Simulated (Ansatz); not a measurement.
**C4H: single-point calculation**

The run: single-point calculation of C4H (slab, 10 atoms in the cell). Method and program: DFT PBE+D3(BJ), scalar-relativistic, plane waves, PAW, PAW set soft_1, no spin polarisation (Ansatz 0.2.0).

The structure derives from an entry of the Crystallography Open Database. Figures and captions count atoms from 1; the log counts them from 0 in places.

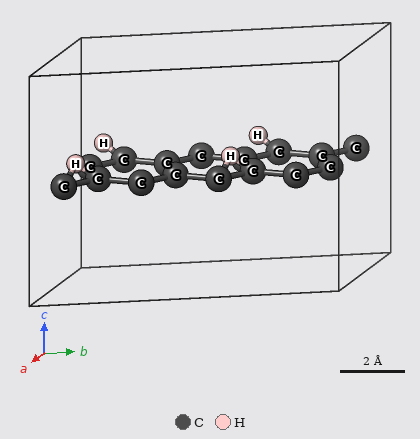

**Figure 1.** The input geometry (ball-and-stick view of the 1 × 2 repeat of the cell, with the vacuum cut short, seen slightly off an axis). An atom can appear more than once, as a periodic image.

## Input
```yaml
crystal:
  lattice:
    - [4.9313048819, 0.0, 0.0]
    - [-2.4656524409, 4.2706353015, 0.0]
    - [0.0, 0.0, 18.0000331942]
  atoms:
    - { symbol: C, position: [0.3333333333, 0.1666666667, 0.2222236565] }
    - { symbol: C, position: [0.3333333333, 0.6666666667, 0.2222236565] }
    - { symbol: C, position: [0.8333333333, 0.1666666667, 0.2222236565] }
    - { symbol: C, position: [0.8333333333, 0.6666666667, 0.2222236565] }
    - { symbol: C, position: [0.1666666667, 0.3333333333, 0.2222218124] }
    - { symbol: C, position: [0.1666666667, 0.8333333333, 0.2222218124] }
    - { symbol: C, position: [0.6666666667, 0.3333333333, 0.2222218124] }
    - { symbol: C, position: [0.6666666667, 0.8333333333, 0.2222218124] }
    - { symbol: H, position: [0.0646417736, 0.1666666667, 0.2472236104] }
    - { symbol: H, position: [0.602024893, 0.1666666667, 0.2472236104] }
basis:
  ecutwfc: 420
kpoints:
  mp_grid: { grid: [6, 6, 1] }
hamiltonian:
  xc: pbe
  pseudopotentials: { kind: paw, azcp: { folder: soft_1 } }
  dispersion: d3bj
scf:
  occupations: { method: gaussian, width: 0.1 }
output:
  forces: true
  eigenvalues: true
  write_density: true
  write_potential: true
  elf: true
  volumetric_format: npy
efield:
  axis: 3
  dipole_correction: true
  ramp_width: 0.04
```

Machine: 1 thread of Arm Neoverse V1, 24 GiB of memory available, shared host.

Command:
```bash
ansatz run input.yaml --threads 1 --pin off --max-ram 3072MiB --backend cpu --events-out ev --progress --plain --runs-dir out
```

## Output
```
Engine: ansatz 0.2.0, aarch64-unknown-linux-gnu
Pseudopotentials: kind: paw
Pseudopotential: C, paw, valence charge 4, recommended cutoff 420 eV (normal), [file]
Pseudopotential: H, paw, valence charge 1, recommended cutoff 420 eV (normal), [file]
Functional definition: PBE
  parameter kappa = 0.804
  parameter beta = 0.06672455060314922
  exchange = pbe_x(kappa = kappa, mu = beta*pi^2/3)
  correlation = pbe_c(beta = beta)
Crystal: 10 atoms, lattice volume = 379.077 Å³
Basis set: ecut = 420 eV, 7375 PW (Γ), exchange–correlation on 72×72×250 points (8 copies of the dense FFT grid, shifted against one another)
Bands: 27, of which v1, the nominal top of the filled ones, is band 17 counted from 1 (16 counted from 0)
Symmetry: 2 space group operations
Space group: Cm (ITA 8), of the structure as read, at distance tolerance 7.2e-5 Å
k-points: 13 of 36 (time reversal used)
Non-local potential: C, projectors of the file, l = 0: 2, l = 1: 2, l = 2: 1
Non-local potential: H, projectors of the file, l = 0: 2, l = 1: 1
PAW form: soft (Blöchl's): semilocal exchange-correlation on the pseudo side does not see the compensation charge
PAW one-centre angular grid: C, 110 points (default); XC on 64 Gauss nodes
PAW one-centre angular grid: H, 110 points (default); XC on 64 Gauss nodes
Initial density: superposition of atomic densities (neutral atoms: chi_scale 0, normalization atom)
Initial wavefunctions: pseudopotential atomic-orbital guess
Functional: x = pbe(κ = 0.804, μ = 0.2195149727645171), c = pbe(β = 0.06672455060314922)
SCF iter   1: F=—  HF=-2031.967371 eV  |F-HF|=—  |Δ(HF+E_count)|=         —  Δρ=6.34e-2  dr2=1.43e1  ethr=3.10e-3  p=-0.000 e·Å  D=-1.00e-6 V/Å  ΔV_dip=0.00 eV  dr2_dipole=2.13e-2  V_vac-E_F(+/−)=7.21/7.21 eV  ⟨swp⟩=7.7  Hψ=2194  notcnv=0  defer=7
efield: sawtooth ramp at fractional position 0.7147 (placed from the atoms, in the widest stretch of the axis that holds none; the zero of the levels goes with the place), width 0.0400; the density the first Hamiltonian is built on has a dipole p = -0.000 e·Å; the dipole correction subtracts the counter field D = -1.00e-6 V/Å, which shifts the + side's vacuum level by +0.00 eV against the − side's; the planar-averaged density in the ramp window peaks in size at 2.1e-6 e/Å³
preconditioner: auto → LDOS  [insulator: Δε(μ)=0.127 eV  Ē_g=15.636 eV  σ=0.100 eV  W_gap=0.57  n_scr=52 (ndim 8)  ℏωp=10.4 eV  f_vac=0.744  D(μ)=1.79/eV (n_scr^D=4)  ε∞_Penn≈1.4  β→1.0]
SCF iter   2: F=—  HF=-2026.068672 eV  |F-HF|=—  |Δ(HF+E_count)|=    5.90e0  Δρ=1.86e-2  dr2=8.18e-1  ethr=3.10e-3  p=0.142 e·Å  D=6.76e-2 V/Å  ΔV_dip=-1.22 eV  dr2_dipole=8.26e-3  V_vac-E_F(+/−)=2.04/3.26 eV  ⟨swp⟩=4.7  Hψ=1094  notcnv=0  defer=42
SCF iter   3: F=—  HF=-2026.073200 eV  |F-HF|=—  |Δ(HF+E_count)|=   4.53e-3  Δρ=3.62e-3  dr2=4.99e-2  ethr=2.41e-3  p=0.095 e·Å  D=4.54e-2 V/Å  ΔV_dip=-0.82 eV  dr2_dipole=6.64e-4  V_vac-E_F(+/−)=2.65/3.47 eV  ⟨swp⟩=3.0  Hψ=730  notcnv=0  defer=49
SCF iter   4: F=—  HF=-2026.071588 eV  |F-HF|=—  |Δ(HF+E_count)|=   1.61e-3  Δρ=1.01e-3  dr2=4.99e-3  ethr=1.47e-4  p=0.108 e·Å  D=5.15e-2 V/Å  ΔV_dip=-0.93 eV  dr2_dipole=1.45e-5  V_vac-E_F(+/−)=2.42/3.35 eV  ⟨swp⟩=2.5  Hψ=580  notcnv=0  defer=48
SCF iter   5: F=—  HF=-2026.071646 eV  |F-HF|=—  |Δ(HF+E_count)|=   5.81e-5  Δρ=2.24e-4  dr2=1.75e-4  ethr=1.47e-5  p=0.108 e·Å  D=5.15e-2 V/Å  ΔV_dip=-0.93 eV  dr2_dipole=5.13e-7  V_vac-E_F(+/−)=2.36/3.28 eV  ⟨swp⟩=2.0  Hψ=589  notcnv=0  defer=48
SCF iter   6: F=—  HF=-2026.071769 eV  |F-HF|=—  |Δ(HF+E_count)|=   1.23e-4  Δρ=5.96e-5  dr2=1.25e-5  ethr=5.14e-7  p=0.108 e·Å  D=5.16e-2 V/Å  ΔV_dip=-0.93 eV  dr2_dipole=8.48e-9  V_vac-E_F(+/−)=2.35/3.28 eV  ⟨swp⟩=2.3  Hψ=579  notcnv=0  defer=48
SCF iter   7: F=—  HF=-2026.071691 eV  |F-HF|=—  |Δ(HF+E_count)|=   7.82e-5  Δρ=1.51e-5  dr2=8.63e-7  ethr=3.68e-8  p=0.108 e·Å  D=5.16e-2 V/Å  ΔV_dip=-0.93 eV  dr2_dipole=2.81e-9  V_vac-E_F(+/−)=2.35/3.28 eV  ⟨swp⟩=2.2  Hψ=535  notcnv=0  defer=48
SCF iter   8: F=-2026.071693 eV  HF=-2026.071693 eV  |F-HF|=3.35e-7  |Δ(HF+E_count)|=   2.04e-6  Δρ=3.23e-6  dr2=3.45e-8  ethr=2.94e-10  p=0.108 e·Å  D=5.16e-2 V/Å  ΔV_dip=-0.93 eV  dr2_dipole=1.25e-10  V_vac-E_F(+/−)=2.35/3.28 eV  ⟨swp⟩=24.5  Hψ=3978  notcnv=0
SCF 1 converged in 8 iterations: F = -2026.071693 eV  dr2 = 3.45e-8
  greatest PAW one-centre occupation: 0.690 electrons in one spin orbital (limit 2), on the C atom at site 6 (counted from 0), in its partial waves of l = 0
WARN: The output density's exchange-correlation potential varies sharply where the density is thin. Do not read a vacuum level from v_tot or v_xc, or from such a field of the output density. On a cell that repeats whose density bears no net charge and no dipole along the vacuum's axis use v_es (v_loc + v_h of the components); under efield.dipole_correction with no amplitude use v_es + v_field, which holds any external_charges[].barrier, or the levels of the report's work_function block, which leave it out; under a non-zero efield.amplitude the vacuum is tilted and has no level; on a cell that repeats and bears such a dipole with no correction it is tilted too, and efield.dipole_correction with no amplitude gives each side of its ramp a level where efield: is served; in a cell that repeats whose density bears a net charge (total_charge, or a fill off its count) it is curved and has none; of a slab under crystal.periodic whose density bears no net charge use v_es, which has a level on each side, short of where the two are joined; of another it falls or rises all the way out and has none; of a slab beside external_charges read slab_vacuum_level instead, which it has where they leave it neutral. The grid or the basis barely resolves most such structure, and the values can differ between equally converged runs; as a rule a tighter scf.convergence.dr2_threshold does not remove it. Where the density itself ripples (under the LDA too) a higher basis.ecutwfc lessens it. The files hold the spikes' plane waves up to the density's cutoff. Files: v_tot_of_output_density and the like, and their columns of v_z.tsv (output.write_potential); v_xc_of_output_density and the like, and their columns of v_comp_z.tsv (output.write_potential_components). Measured: with its Gaussian average of σ = 0.25 Å subtracted twice, the exchange-correlation potential is over 0.1 eV at 3 of the grid points where the equally averaged density (valence and model cores) is under 1e-3 e/Å³, and 0.125 eV at the most among them, at an averaged density of 2.3e-7 e/Å³. The input density's (outcome.potential() and, of a run that writes arrays, v_tot and v_xc) is over 0.1 eV, so measured, at 1469 points of its own thin density, 0.171 eV at the most. See output.write_potential in the manual, Limitations
SCF converged after 8 iterations
Free energy (F): -2026.071693 eV
Harris-Foulkes:  -2026.071693 eV  (|F-HF|=3.35e-7)
Internal energy: -2026.057599 eV  (E = F + TS)
E sigma→0 (E₀):  -2026.064646 eV
Entropy (-TS):   -0.014095 eV (-1.409 meV/atom)
Fermi energy:    -0.592009 eV
Dipole field:    D = 0.051625 V/Å  (p = 0.108151 e·Å, saw-weighted, corrected)
Work function:   Φ+ = 2.3513 eV   Φ− = 3.2806 eV
Levels:          The Fermi level and band energies are counted from a zero that moves with the ramp; work functions are not
--- Per-component energies (eV) ---
  E_band       = -404.286924
  E_kinetic    = 770.759826
  E_local      = -13043.892677  (includes V_loc(G=0)·N_el)
  E_nonlocal   = 191.135103
  E_hartree    = 6120.100590
  E_xc         = -400.335221
  E_vxc        = -494.759009  (∫ρ·V_xc dr)
  E_paw        = -805.201119  (= ΣΔE_a)
  E_vpaw       = -68.087455  (= ΣTr[D̂ρ^β])
  E_aug_tail   = -0.002710  (compensation charges beyond the density's cutoff)
  E_efield     = 0.002792  (sawtooth field / dipole correction)
  E_vefield    = 0.354053  (∫n·V_field dr)
  E_ewald      = 5142.142182
  E_disp       = -0.766365  (pairwise vdW)
  E_smearing   = -0.014095  (= −TS)
  E_closure    = -0.000000  (closes the sum)
  Σ components = -2026.071693   (vs F -2026.071693, Δ=0.00e0)
--- Forces (eV/Å), atoms counted from 1 ---
  atom   1  C     -0.00000000    -2.18556636    -3.50944956
  atom   2  C     -0.10556612     1.45600030     0.77738761
  atom   3  C     -0.00000000    -2.59551682    -5.19930919
  atom   4  C      0.10556612     1.45600030     0.77738761
  atom   5  C      2.53843542    15.55324743   -10.66364766
  atom   6  C     -0.00000000    -0.67930748    -0.21471846
  atom   7  C     -2.53843542    15.55324743   -10.66364766
  atom   8  C     -0.00000000    -1.46326755    -0.37906779
  atom   9  H     -0.97839243   -13.54737707    14.53760838
  atom  10  H      0.97839243   -13.54737707    14.53760838
  max |Σ_I F_I| component: 1.52e-4 eV/Å
--- Band table (eV; the first three rows and the last of 13) ---
  k-point 0: bands = ["-24.4297", "-21.3979", "-18.3018", "-17.4045", "-15.9999", "-15.9545", "-15.6027", "-10.8785", "-10.3041", "-9.6610", "-9.0432", "-6.5925", "-5.7401", "-5.4669", "-5.1619", "-4.9258", "-1.5689", "-0.8431", "-0.7096", "0.5150", "1.0021", "2.1195", "2.3659", "3.6778", "4.0004", "4.1126", "4.6971"]
  k-point 1: bands = ["-24.3599", "-21.4384", "-18.9321", "-17.7195", "-15.7824", "-15.2274", "-14.8337", "-10.7180", "-10.5599", "-9.6231", "-9.5302", "-7.1463", "-6.0221", "-5.7742", "-5.6071", "-5.1208", "-1.2947", "-0.4891", "-0.1563", "0.8425", "1.2169", "2.3453", "2.5921", "3.9021", "4.3345", "4.6977", "5.4338"]
  k-point 2: bands = ["-24.2041", "-21.5153", "-19.7800", "-18.0776", "-15.2749", "-14.1250", "-13.1816", "-11.2349", "-10.7087", "-10.2515", "-9.3875", "-8.3924", "-7.0667", "-6.6178", "-5.8432", "-5.2929", "-0.7119", "0.0270", "0.2287", "1.8065", "2.5402", "3.0224", "3.2700", "4.4253", "4.5989", "5.0263", "5.7083"]
  k-point 12: bands = ["-23.5886", "-22.9618", "-18.9596", "-17.5925", "-14.9784", "-14.3219", "-13.4207", "-11.6625", "-10.2408", "-9.6772", "-9.1820", "-8.9757", "-8.1433", "-7.8490", "-6.3850", "-4.1745", "-1.3406", "1.1409", "2.4350", "3.2634", "3.6848", "3.7269", "3.9283", "4.3071", "4.9886", "5.0840", "5.2190"]
```

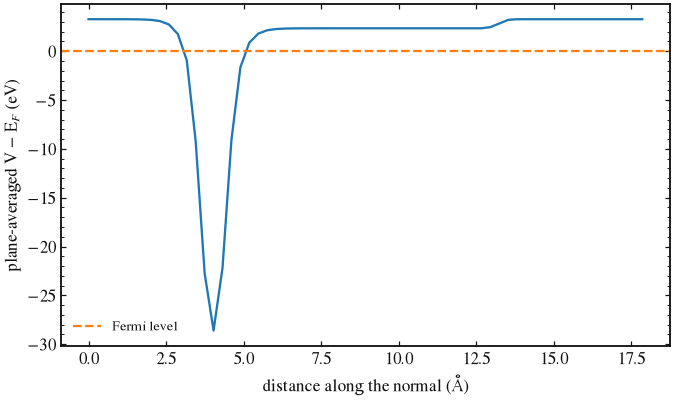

**Figure 2.** Plane average of the electrostatic potential energy of an electron across the cell, from the Fermi level. The vacuum level lies 2.35 eV above the Fermi level on the upper side and 3.28 eV on the lower.

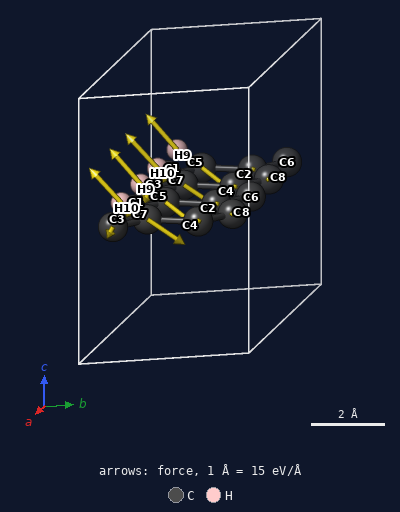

**Figure 3.** Forces on the atoms as yellow arrows (ball-and-stick view of the 2 × 1 repeat of the cell, with the vacuum cut short, seen slightly off an axis; atoms are numbered from 1 in the order of the input); the smallest are left out. The largest act on H9, H10 (19.90 eV/Å); C5, C7 (19.03 eV/Å). The geometry is not a stationary point of this energy.

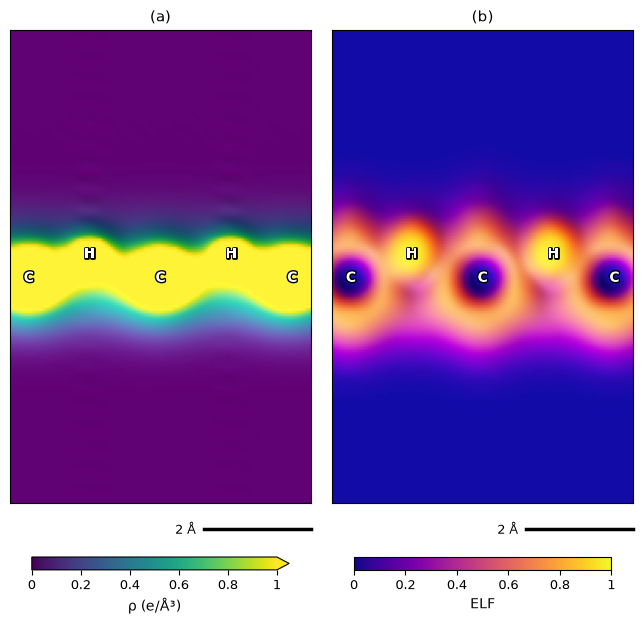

**Figure 4.** (a) valence pseudo-density; (b) ELF on the (010) plane of the calculation cell, a cut from vacuum to vacuum. The section cuts through C and H sites. The density dies away to nearly zero in the vacuum. Core electrons are frozen (PAW), so the fields are smoothed inside the atomic spheres.

## Key numbers

| quantity | value |
| --- | --- |
| outcome | converged |
| electrons treated | 34 |
| free energy | −2026.0717 eV |
| work function, top face | 2.35 eV |
| work function, bottom face | 3.28 eV |
| Fermi energy | −0.592 eV |
| gap on the k-point mesh | none (metallic) |
| work function (upper face) | 2.35 eV |
| largest force (length of the vector) | 19.895 eV/Å |
| wall time | 17 s |
| peak memory | 0.46 GiB |

The program warns: the exchange-correlation potential is rough where the density is thin.
